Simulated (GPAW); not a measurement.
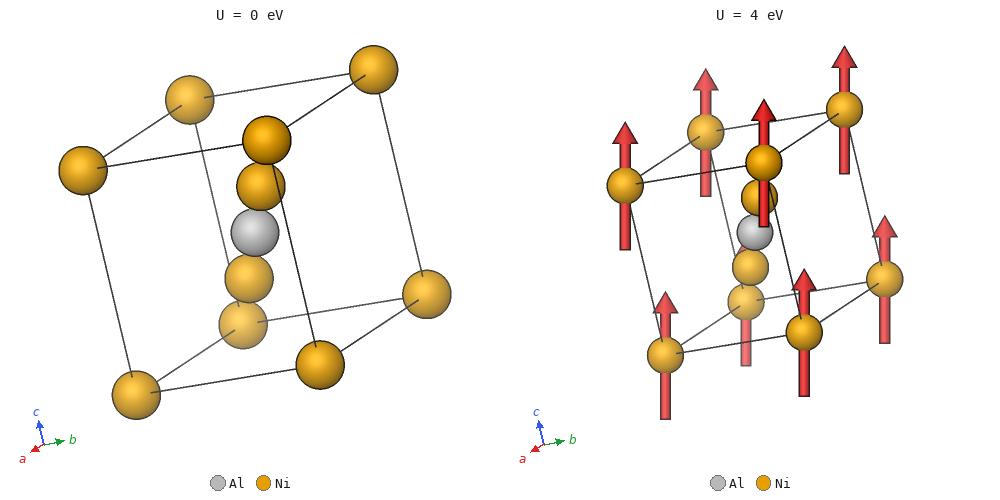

AlNi3, D0₃ (BiF₃ or Fe₃Al type), space group Fm-3m (No. 225), a = 5.604 Å, b = 5.604 Å, c = 5.604 Å, α = 90.00°, β = 90.00°, γ = 90.00°. The run's cell of 4 atoms at the smallest and the largest U, with site moments above 0.25 μB as arrows (red up, blue down). The cell is a structure listed in the Materials Project. It needn't be the stable form of this composition.

One fixed geometry was run with a growing Hubbard U on Ni d. Alike in all runs: GPAW 26.7.0; functional PBEsol; potentials PAW data sets generated in the run's folder for this functional; cutoff 600 eV; k mesh 7 × 7 × 7 on the run's cell of 4 atoms; occupations fermi-dirac, width 0.05 eV; collinear spin, ferromagnetic start; no spin-orbit coupling.

| U (eV) | gap (eV) | mean size of the moment on Ni (μB) | pressure (GPa) |
| --- | --- | --- | --- |
| 0 | metal | 0.00 | 1.4 |
| 1 | metal | 0.00 | 0.1 |
| 2 | ? | ? | ? |
| 3 | metal | 0.11 | -2.3 |
| 4 | metal | 0.25 | -2.6 |

What would you expect at U = 2 eV?

At U = 2 eV the run gave no gap, 0.00 μB on Ni and a pressure of -1.2 GPa. A straight line between the neighbouring rows gives 0.06 μB, so the trend isn't linear here.

Total energies at different U can't be compared. Each run keeps the state that it reached from its start, which need not be the lowest.

Caveat: the stock nickel data set gives pressures a few GPa off other programs; a Hubbard U is seldom apt in metals and their alloys, so what it brings about there may be an artefact.
